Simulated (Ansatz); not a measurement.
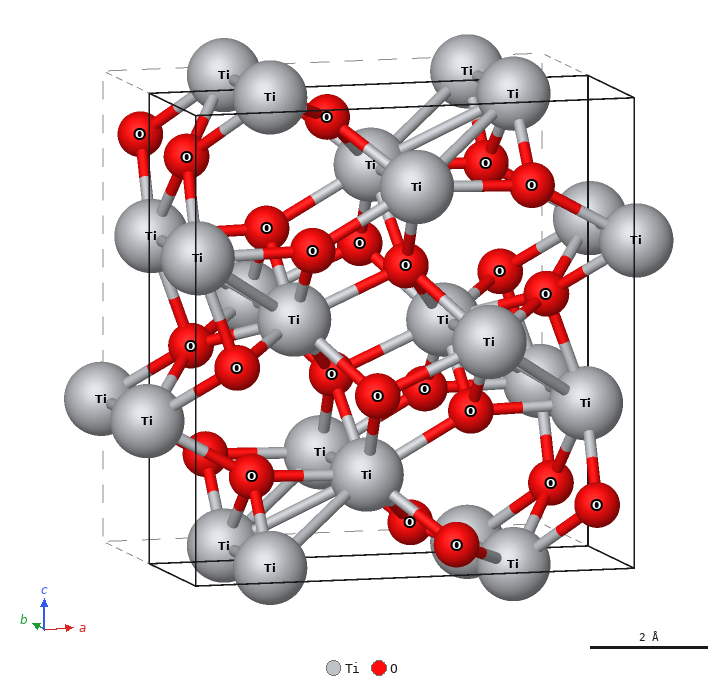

Ball-and-stick representation of a periodic structure, projected slightly off an axis. A block of 1×2×1 cells is shown, with one conventional unit cell in solid outline.

The formula is Ti$_{2}$O$_{3}$. It is primitive orthorhombic, space group Pnma (No. 62). In the cell are 8 Ti, 12 O, which makes 4 formula units. The numbers of neighbours within bonding distance are Ti 11 and O 4 to 5 (mean 4.7). Not all metal-metal contacts are counted.

It goes back to a structure listed in the Materials Project. The atoms were relaxed in a fixed cell with Ansatz, DFT r2SCAN, scalar-relativistic, plane waves, PAW.
